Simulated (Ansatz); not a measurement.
# C: single-point calculation

- system: C (Cmme, 4 atoms in the cell)
- method: DFT PBE+D3(BJ), scalar-relativistic, plane waves, PAW, no spin polarisation (Ansatz 0.2.0)

The structure derives from a Materials Project entry. Figures and captions count atoms from 1; the log counts them from 0 in places.

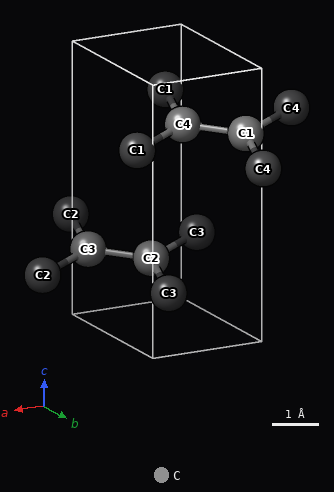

*The input geometry (ball-and-stick view of the cell of the calculation, seen at an oblique angle; neighbours outside the cell are drawn fainter; atoms are numbered from 1 in the order of the input). An atom can appear more than once, as a periodic image.*

### Key numbers

```csv
quantity,value
outcome,converged
space group (tolerance 0.01 Å),Cmme (67)
electrons treated,16
free energy,−1004.3161 eV
Fermi energy,6.346 eV
gap on the k-point mesh,0.02 eV
pressure,2.66 GPa
largest force (length of the vector),0.025 eV/Å
hardware,"2 threads of AMD EPYC (Zen 5), 32 GiB of memory available, shared host"
wall time,0.52 s (CPU time 0.95 s)
peak memory,0.4 GiB
```

### Input file
```yaml
crystal:
  lattice:
    - [1.22804797, -2.12706182, 0.0]
    - [1.22804797, 2.12706182, 0.0]
    - [0.0, 0.0, 7.17326776]
  atoms:
    - { symbol: C, position: [0.08337946, 0.91662054, 0.7531376] }
    - { symbol: C, position: [0.58337946, 0.41662054, 0.2468624] }
    - { symbol: C, position: [0.91662054, 0.08337946, 0.2468624] }
    - { symbol: C, position: [0.41662054, 0.58337946, 0.7531376] }
basis:
  ecutwfc: 420
kpoints:
  mp_grid: { grid: [12, 12, 4] }
hamiltonian:
  xc: pbe
  dispersion: d3bj
scf:
  occupations: { method: gaussian, width: 0.1 }
output:
  forces: true
  stress: true
  eigenvalues: true
```

Run as:
```bash
ansatz run input.yaml --threads 2 --pin off --max-ram 5120MiB --backend cpu --events-out ev --progress --plain --runs-dir out
```

### Log
```
Engine: ansatz 0.2.0, x86_64-unknown-linux-gnu
Pseudopotentials: kind: paw
Pseudopotential: C, paw, valence charge 4, recommended cutoff 420 eV (normal), C.paw.azcp
Functional definition: PBE
  parameter kappa = 0.804
  parameter beta = 0.06672455060314922
  exchange = pbe_x(kappa = kappa, mu = beta*pi^2/3)
  correlation = pbe_c(beta = beta)
Crystal: 4 atoms, lattice volume = 37.475 Å³
Basis set: ecut = 420 eV, 713 PW (Γ), exchange–correlation on 36×36×96 points (8 copies of the dense FFT grid, shifted against one another)
Bands: 12, of which v1, the nominal top of the filled ones, is band 8 counted from 1 (7 counted from 0)
Symmetry: 8 space group operations
Space group: Cmme (ITA 67), of the structure as read, at distance tolerance 3.3e-5 Å
k-points: 129 of 576
Non-local potential: C, projectors of the file, l = 0: 2, l = 1: 2, l = 2: 1
PAW form: soft (Blöchl's): semilocal exchange-correlation on the pseudo side does not see the compensation charge
PAW one-centre angular grid: C, 110 points (default); XC on 64 Gauss nodes
Initial density: superposition of atomic densities (neutral atoms: chi_scale 0, normalization atom), corrected by the library's trained network
Initial wavefunctions: pseudopotential atomic-orbital guess
Functional: x = pbe(κ = 0.804, μ = 0.2195149727645171), c = pbe(β = 0.06672455060314922)
SCF iter   1: F=—  HF=-1004.316584 eV  |F-HF|=—  |Δ(HF+E_count)|=         —  Δρ=3.01e-3  dr2=3.96e-3  ethr=1.77e-3  ⟨swp⟩=5.6  Hψ=8619  notcnv=0
preconditioner: auto → LDOS  [metal: Δε(μ)=0.024 eV  Ē_g=15.719 eV  σ=0.100 eV  W_gap=0.13  n_scr=4 (ndim 8)  ℏωp=24.3 eV  f_vac=0.055  D(μ)=0.21/eV (n_scr^D=2)  β→1.0]
SCF iter   2: F=—  HF=-1004.316302 eV  |F-HF|=—  |Δ(HF+E_count)|=   2.82e-4  Δρ=1.16e-3  dr2=5.46e-4  ethr=2.48e-5  ⟨swp⟩=2.1  Hψ=3482  notcnv=0
SCF iter   3: F=—  HF=-1004.316070 eV  |F-HF|=—  |Δ(HF+E_count)|=   2.32e-4  Δρ=1.13e-4  dr2=8.62e-6  ethr=3.41e-6  ⟨swp⟩=2.1  Hψ=2565  notcnv=0
SCF iter   4: F=—  HF=-1004.316100 eV  |F-HF|=—  |Δ(HF+E_count)|=   3.00e-5  Δρ=6.36e-5  dr2=6.10e-6  ethr=5.39e-8  ⟨swp⟩=2.4  Hψ=2715  notcnv=0
SCF iter   5: F=—  HF=-1004.316098 eV  |F-HF|=—  |Δ(HF+E_count)|=   1.42e-6  Δρ=2.11e-5  dr2=6.30e-7  ethr=3.81e-8  ⟨swp⟩=2.1  Hψ=1896  notcnv=0
SCF iter   6: F=-1004.316098 eV  HF=-1004.316098 eV  |F-HF|=6.65e-9  |Δ(HF+E_count)|=   1.15e-7  Δρ=2.67e-6  dr2=9.15e-9  ethr=6.25e-10  ⟨swp⟩=6.0  Hψ=7597  notcnv=0
SCF 1 converged in 6 iterations: F = -1004.316098 eV  dr2 = 9.15e-9
  greatest PAW one-centre occupation: 0.675 electrons in one spin orbital (limit 2), on the C atom at site 3 (counted from 0), in its partial waves of l = 0
SCF converged after 6 iterations
Free energy (F): -1004.316098 eV
Harris-Foulkes:  -1004.316098 eV  (|F-HF|=6.65e-9)
Internal energy: -1004.315062 eV  (E = F + TS)
E sigma→0 (E₀):  -1004.315580 eV
Entropy (-TS):   -0.001036 eV (-0.259 meV/atom)
Fermi energy:    6.346362 eV
--- Per-component energies (eV) ---
  E_band       = -45.294995
  E_kinetic    = 364.885877
  E_local      = -688.525705  (includes V_loc(G=0)·N_el)
  E_nonlocal   = 109.529078
  E_hartree    = 217.165084
  E_xc         = -192.333481
  E_vxc        = -238.143559  (∫ρ·V_xc dr)
  E_paw        = -397.504697  (= ΣΔE_a)
  E_vpaw       = -27.371172  (= ΣTr[D̂ρ^β])
  E_aug_tail   = 0.000029  (compensation charges beyond the density's cutoff)
  E_ewald      = -416.953384
  E_disp       = -0.577863  (pairwise vdW)
  E_smearing   = -0.001036  (= −TS)
  E_closure    = -0.000000  (closes the sum)
  Σ components = -1004.316098   (vs F -1004.316098, Δ=0.00e0)
--- Forces (eV/Å), atoms counted from 1 ---
  atom   1  C      0.00000000     0.02409897    -0.00494439
  atom   2  C      0.00000000     0.02409897     0.00494439
  atom   3  C     -0.00000000    -0.02409897     0.00494439
  atom   4  C     -0.00000000    -0.02409897    -0.00494439
  max |Σ_I F_I| component: 0.00e0 eV/Å
--- Stress (GPa, compression-positive) ---
        4.787678      -0.000000       0.000000
       -0.000000       4.564623      -0.000000
        0.000000      -0.000000      -1.375040
  P = ⅓ Tr σ = 2.6591 GPa (26.591 kbar)
--- Band table (eV; the first three rows and the last of 129) ---
  k-point 0: bands = ["-13.3421", "-13.1667", "-1.9928", "-0.6145", "3.3157", "3.3212", "3.3221", "3.3400", "10.1153", "14.7359", "14.7689", "14.7889"]
  k-point 1: bands = ["-13.3177", "-13.1930", "-1.8174", "-0.8474", "3.3165", "3.3209", "3.3251", "3.3375", "10.7091", "14.2492", "14.7443", "14.7716"]
  k-point 2: bands = ["-13.2654", "-13.2470", "-1.4065", "-1.3132", "3.3181", "3.3190", "3.3300", "3.3324", "12.1702", "12.3713", "14.7605", "14.7668"]
  k-point 128: bands = ["-7.9652", "-7.9510", "-6.9677", "-6.9570", "-0.0986", "-0.0949", "3.9274", "4.0037", "7.9824", "8.0520", "13.8414", "13.8653"]
```

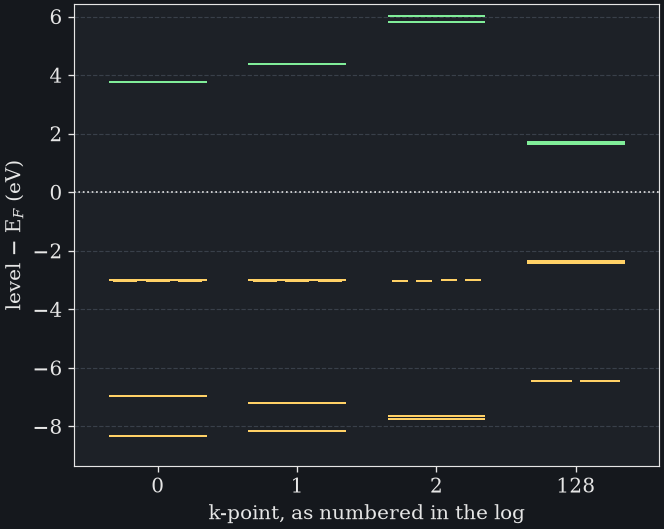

*Kohn–Sham levels near the Fermi level (dotted) at the few k-points that the log prints; levels within 0.02 eV of each other stand side by side.*

Among these points the highest filled and lowest empty levels are 3.98 eV apart; the gap on the full mesh, 0.02 eV, has an edge at a point that isn't printed.
